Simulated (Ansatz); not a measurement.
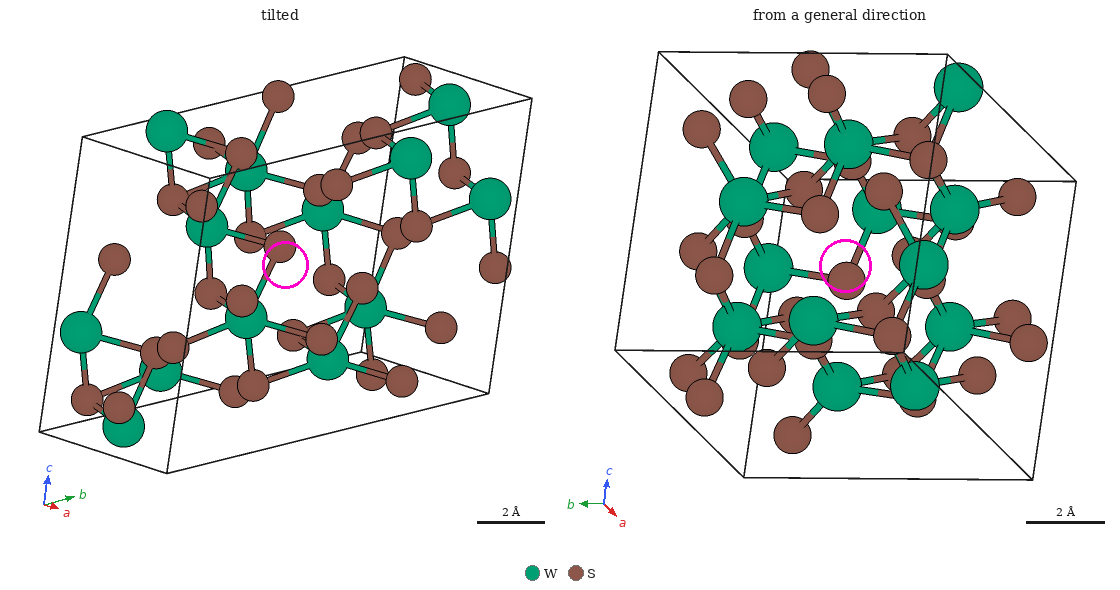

The crystal in a ball-and-stick representation, seen slightly off an axis and from a general direction. The supercell is outlined; an atom on or near a face, edge or corner is repeated at each equivalent position. The host is WS$_{2}$, in a cell of 39 sites, and the cell is neutral. A ring marks the defect's site.

**Describe the defect.**

A tungsten vacancy. Around the empty site lie six S at about 2.5 Å.

Run with DFT PBE, scalar-relativistic, plane waves, PAW (Ansatz) and these settings: a cutoff energy of 420 eV, k-mesh 2×2×2, Gaussian smearing of 0.01 eV, collinear spins.

**Is a magnetic moment found?**

No net moment.

The atoms were relaxed in the host's cell with Ansatz, DFT PBE, scalar-relativistic, plane waves, PAW.
